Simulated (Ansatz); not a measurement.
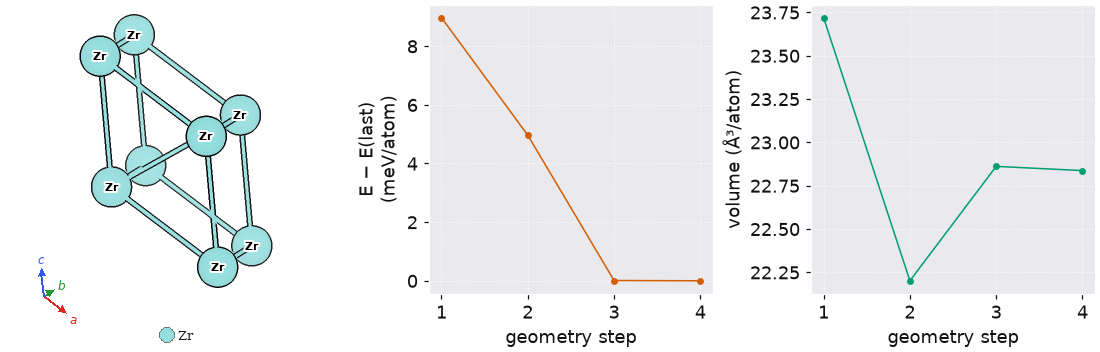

Beside the plot: the structure at the start.

History of a geometry optimisation. Atoms and cell relax. A closing SCF on a freshly chosen basis isn't drawn.

- system: Zr (Im-3m, 1 atom in the cell)
- method: DFT PBE, scalar-relativistic, plane waves, PAW (Ansatz 0.2.0); cutoff 420 eV, 16×16×16 k-mesh, Gaussian smearing of 0.1 eV

How did the optimisation end?

The optimisation met its thresholds at geometry 4, counting the start as the first. The energy fell by about 9 meV/atom from the first step to the last. All forces vanish by symmetry, so only the cell moves.

What happens to the cell?

The volume shrinks from 23.7 to 22.8 Å³ per atom (−4 %), overshooting to 22.2 at step 2. The start was expanded.
